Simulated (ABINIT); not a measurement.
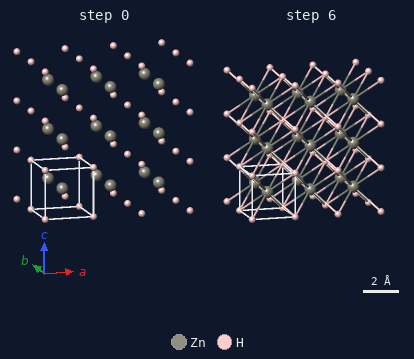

The structure of a crystal of ZnH (a generated structure, set up in Pm-3m) before (left) and after (right) a relaxation, at one scale.

The picture is a ball-and-stick view of the cell of the calculation, repeated 3 × 2 × 3 with one cell outlined, seen slightly off an axis.

The run lets cell and atoms move.

All numbers below come from ABINIT 10.8.3, Kohn-Sham DFT of a periodic cell, LDA-Teter, JTH PAW LDA v2.0.

Input
```
pp_dirpath "./"
pseudos "Zn.LDA_PW-JTH.xml, H.LDA_PW-JTH.xml"

acell 2.94801708 2.94801708 2.94801708 Angstrom
rprim
     1.0000000000     0.0000000000     0.0000000000
     0.0000000000     1.0000000000     0.0000000000
     0.0000000000     0.0000000000     1.0000000000
ntypat 2
znucl 30 1
natom 2
typat 1 2
chkprim 0
chksymtnons 0
tolsym 1.0e-6
xred
            1/2            1/2            1/2
            0.0            0.0            0.0

ecut 680.284656 eV
pawecutdg 47.0
ecutsm 0.5

kptopt 1
ngkpt 7 7 7
nshiftk 1
shiftk 0.0 0.0 0.0

ixc 1

nband 11
occopt 3
tsmear 0.05 eV

nstep 80
tolvrs 1.0e-10

iomode 3
prteig 0
prtebands 0
prtwf 0
prtden 0

ionmov 2
optcell 2
ntime 50
tolmxf 2.0e-5
dilatmx 1.08
```

Launched with:
```bash
abinit run.abi > log 2>&1
```

### Summarise the run.

After 6 geometry steps the energy has fallen by 0.449 eV per cell of the calculation. All forces vanish by symmetry, so only the cell relaxes. The pressure goes from −13.92 to 0.00 GPa. No atom moves by more than 0.005 Å relative to the cell. The drawn cell changes as follows: a = b = c 2.948 → 2.622 Å (−11.1 %); the volume changes by −29.6 %. Near-neighbour distances that change, for instance: H–Zn 2.553 → 2.271 Å. The space group stays Pm-3m (No. 221).

Limits of the set-up: layers or molecules are held without a dispersion correction, so their spacing is unreliable.
